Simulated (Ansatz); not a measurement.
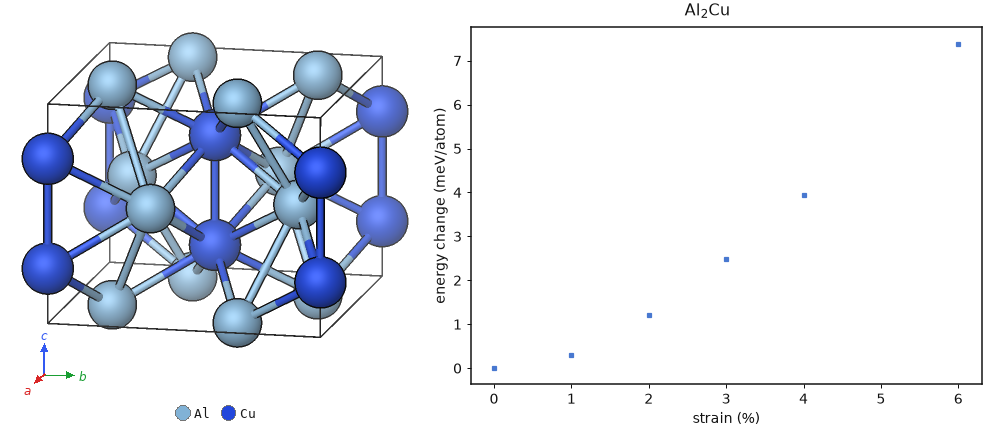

The picture above shows the energy change against strain for Al₂Cu, space group I4/mcm (No. 140). The cell is drawn beside the plot.

The given structure:
```
CELL_PARAMETERS angstrom
5.99235 0.00000 0.00000
0.00000 5.99235 0.00000
0.00000 0.00000 4.82870
ATOMIC_POSITIONS crystal
Al 0.15934 0.34066 0.00000
Al 0.15934 0.65934 0.50000
Al 0.84066 0.34066 0.50000
Al 0.84066 0.65934 0.00000
Al 0.65934 0.84066 0.50000
Al 0.65934 0.15934 0.00000
Al 0.34066 0.84066 0.00000
Al 0.34066 0.15934 0.50000
Cu 0.00000 0.00000 0.75000
Cu 0.00000 0.00000 0.25000
Cu 0.50000 0.50000 0.25000
Cu 0.50000 0.50000 0.75000
```

How it was computed, with Ansatz 0.2.0: energy, stress and cell of a relaxed crystal along a series of strains, atoms and what the cell freedom names relaxed within the symmetry; stress is positive in compression; plane waves with PAW datasets, Γ-centred k mesh; energies extrapolated to zero smearing. Level: PBEsol, no spin polarisation.

- wave cutoff: 420 eV
- k mesh: 6×6×8
- occupations: Gaussian
- smearing width: 0.1 eV
- strain kind: shear ca
- cell freedom: cell held, c moved along a by strain times its height

From this curve and the settings, what does the calculation give for the stress xx, c/a and stress yy at the same points?

The stress xx rises from 0.18 GPa at strain 0 % to 0.80 GPa at 6 %. The c/a rises from 0.8058 at strain 0 % to 0.8073 at 6 %. The stress yy rises from 0.18 GPa at strain 0 % to 0.35 GPa at 6 %.

```json
{"strain (%)": "0", "stress xx (GPa)": "0.18", "c/a": "0.8058", "stress yy (GPa)": "0.18"}
{"strain (%)": "1", "stress xx (GPa)": "0.21", "c/a": "0.8059", "stress yy (GPa)": "0.20"}
{"strain (%)": "2", "stress xx (GPa)": "0.30", "c/a": "0.8060", "stress yy (GPa)": "0.25"}
{"strain (%)": "3", "stress xx (GPa)": "0.43", "c/a": "0.8062", "stress yy (GPa)": "0.31"}
{"strain (%)": "4", "stress xx (GPa)": "0.57", "c/a": "0.8065", "stress yy (GPa)": "0.32"}
{"strain (%)": "6", "stress xx (GPa)": "0.80", "c/a": "0.8073", "stress yy (GPa)": "0.35"}
```

Limits of the calculation: given cell holds a small stress on this mesh.
